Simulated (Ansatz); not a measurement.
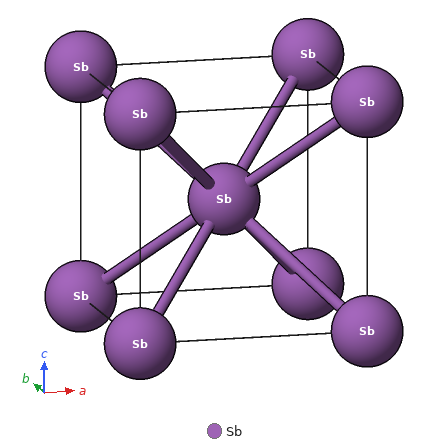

System: Sb, space group Im-3m (No. 229). The picture shows the conventional cell.

Structure:
```cif
data_structure
_symmetry_space_group_name_H-M 'P 1'
_symmetry_Int_Tables_number 1
_cell_length_a 3.2413
_cell_length_b 3.2413
_cell_length_c 3.2413
_cell_angle_alpha 109.471
_cell_angle_beta 109.471
_cell_angle_gamma 109.471
_cell_volume 26.21
loop_
_atom_site_label
_atom_site_type_symbol
_atom_site_fract_x
_atom_site_fract_y
_atom_site_fract_z
_atom_site_occupancy
Sb1 Sb 0.00000 0.00000 0.00000 1
```

Method: all-electron LAPW DFT, no spin polarisation; energies at scaled volumes of the given cell, shape and fractions fixed, counted from the fit's minimum, third-order Birch-Murnaghan fit (Ansatz 0.2.0). Level: PBEsol.

```json
{"setting": "k mesh", "value": "10×10×10"}
{"setting": "occupations", "value": "Fermi–Dirac"}
{"setting": "smearing width", "value": "0.05 eV"}
{"setting": "potentials", "value": "all electron LAPW, scalar relativistic"}
{"setting": "program settings", "value": "basis error eV/atom 0.001"}
```

Describe the result: the energy and pressure against volume. The volume takes the values 24.64, 25.16, 25.69, 26.21, 26.74, 27.26, 27.79 Å³/atom.

A third-order Birch–Murnaghan fit gives V0 = 26.21 Å³/atom, B0 = 67.4 GPa and B′ = 4.1. The energy is 22.04 meV/atom at volume 24.64 Å³/atom and 17.96 meV/atom at 27.79 Å³/atom; the lowest computed point is at volume 26.21 Å³/atom (0.00 meV/atom), and no other minimum shows. The pressure falls from 4.73 GPa at volume 24.64 Å³/atom to −3.47 GPa at 27.79 Å³/atom, and changes sign near 26.21 Å³/atom.

| volume (Å³/atom) | energy (meV/atom) | pressure (GPa) |
| --- | --- | --- |
| 24.64 | 22.04 | 4.73 |
| 25.16 | 9.46 | 2.99 |
| 25.69 | 2.28 | 1.42 |
| 26.21 | 0.00 | 0.00 |
| 26.74 | 2.13 | −1.28 |
| 27.26 | 8.26 | −2.44 |
| 27.79 | 17.96 | −3.47 |

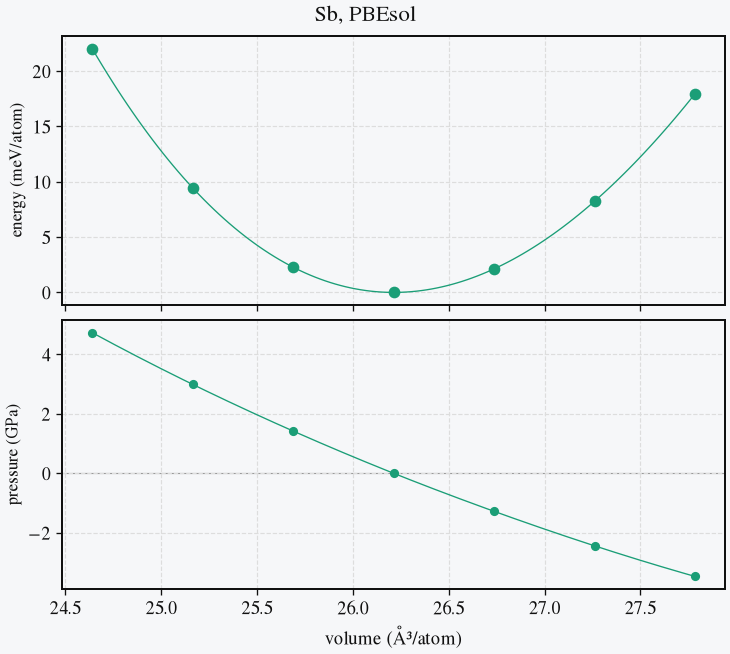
